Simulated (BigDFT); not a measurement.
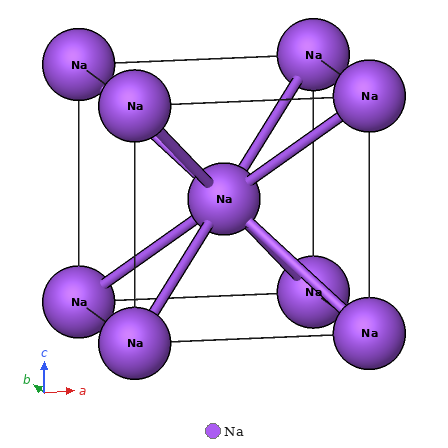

System: Na, space group Im-3m (No. 229). The picture shows the conventional cell.

Structure:
```yaml
crystal:
  lattice:
    - [4.28200, 0.00000, 0.00000]
    - [0.00000, 4.28200, 0.00000]
    - [0.00000, 0.00000, 4.28200]
  atoms:
    - { symbol: Na, position: [0.00000, 0.00000, 0.00000] }
    - { symbol: Na, position: [0.50000, 0.50000, 0.50000] }
```

Method: DFT in wavelets with pseudopotentials, no spin polarisation; energies at scaled volumes of the given cell, shape and fractions fixed, counted from the fit's minimum, third-order Birch-Murnaghan fit (BigDFT 1.9.6). Level: PBE.

- k mesh: 6×6×6
- occupations: Fermi–Dirac
- smearing width: 0.05 eV
- potentials: UZH GTH PBE
- program settings: supercell 0,1,1,1,0,1,1,1,0, grid points 16,16,16

Predict the energy and pressure against volume. The volume takes the values 36.90, 37.69, 38.47, 39.26, 40.04, 40.83, 41.61 Å³/atom.

A third-order Birch–Murnaghan fit gives V0 = 37.97 Å³/atom, B0 = 7.2 GPa and B′ = 3.6. The energy is 0.71 meV/atom at volume 36.90 Å³/atom and 6.85 meV/atom at 41.61 Å³/atom; the lowest computed point is at volume 37.69 Å³/atom (0.05 meV/atom). The pressure falls from 0.22 GPa at volume 36.90 Å³/atom to −0.56 GPa at 41.61 Å³/atom, and changes sign near 37.97 Å³/atom.

| volume (Å³/atom) | energy (meV/atom) | pressure (GPa) |
| --- | --- | --- |
| 36.90 | 0.71 | 0.22 |
| 37.69 | 0.05 | 0.05 |
| 38.47 | 0.15 | −0.09 |
| 39.26 | 0.94 | −0.23 |
| 40.04 | 2.36 | −0.35 |
| 40.83 | 4.34 | −0.46 |
| 41.61 | 6.85 | −0.56 |

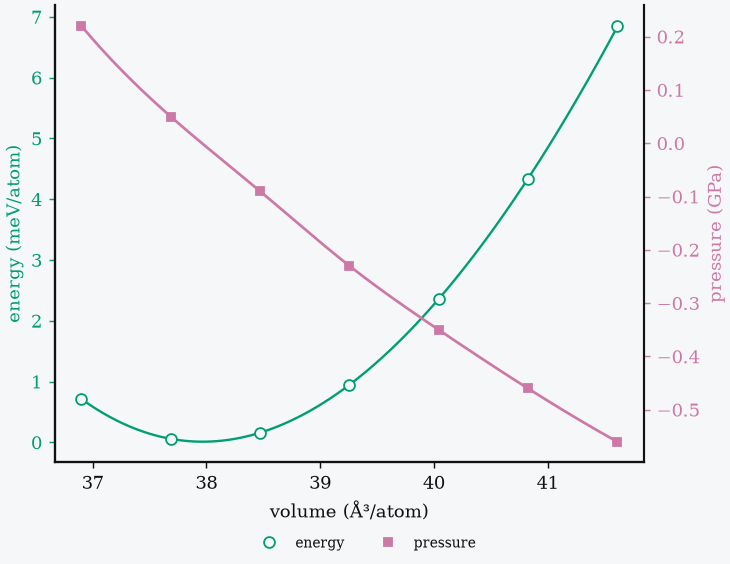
